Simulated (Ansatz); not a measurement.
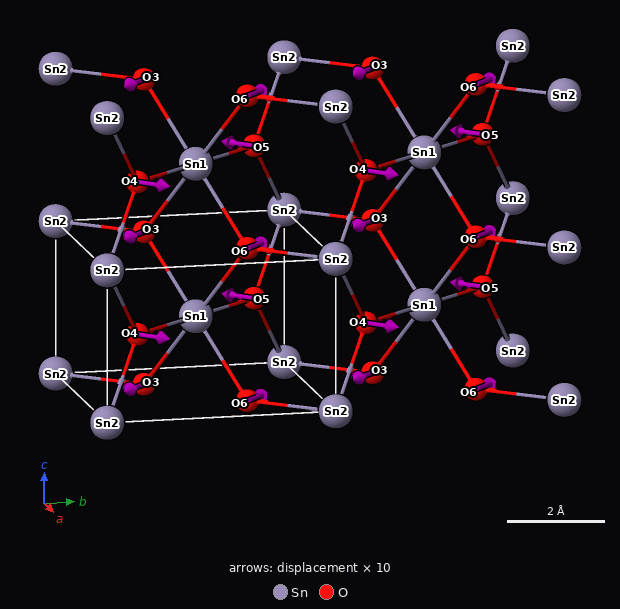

A relaxation of crystalline SnO₂ (set up in Pnnm). The starting structure is drawn; purple arrows show the displacements, magnified 10 times.

The picture is a ball-and-stick view of the cell of the calculation, repeated 1 × 2 × 2 with one cell outlined, seen slightly off an axis.

Case: the database's cell, atoms relaxed.

Theory: DFT r2SCAN, scalar-relativistic, plane waves, PAW (Ansatz 0.2.0).

The input:
```yaml
crystal:
  lattice:
    - [4.788004, 0.0, 0.0]
    - [0.0, 4.866582, 0.0]
    - [0.0, 0.0, 3.240898]
  atoms:
    - { symbol: Sn, position: [0.5, 0.5, 0.5] }
    - { symbol: Sn, position: [0.0, 0.0, 0.0] }
    - { symbol: O, position: [0.291855, 0.321042, 0.0] }
    - { symbol: O, position: [0.791855, 0.178958, 0.5] }
    - { symbol: O, position: [0.208145, 0.821042, 0.5] }
    - { symbol: O, position: [0.708145, 0.678958, 0.0] }
basis:
  ecutwfc: 500
kpoints:
  mp_grid: { grid: [6, 6, 8] }
hamiltonian:
  xc: r2scan
scf:
  occupations: { method: gaussian, width: 0.02 }
output:
  forces: true
  stress: true
  eigenvalues: true
  write_density: true
  write_potential: true
  elf: true
  volumetric_format: npy
relax:
  adjacent_minimum: "off"
  f_tol: 0.01
  max_steps: 40
```

Launched with:
```bash
ansatz run input.yaml --threads 1 --pin off --max-ram 2560MiB --backend cpu --events-out ev --progress --plain --runs-dir out
```

> Which element moves most?

Oxygen: up to 0.087 Å, against 0.000 Å for tin.

> What happened in the run?

The largest moves, 0.087 Å, are those of O3, O4, O5 and O6. O5 goes along [−1 −1 0]. Sn stays in place. The cell stays as it was. The space group stays Pnnm (No. 58). After 2 accepted moves (3 points after the start) the energy has fallen by 3.5 meV per atom. Largest force component: 0.13 eV/Å at the start, 0.0057 eV/Å at the end. 1 step only repeated the SCF at the same geometry. The run took 68 s on 1 thread of Intel(R) Xeon(R) 6975P-C (Granite Rapids), on a shared host, peak memory 0.71 GiB.
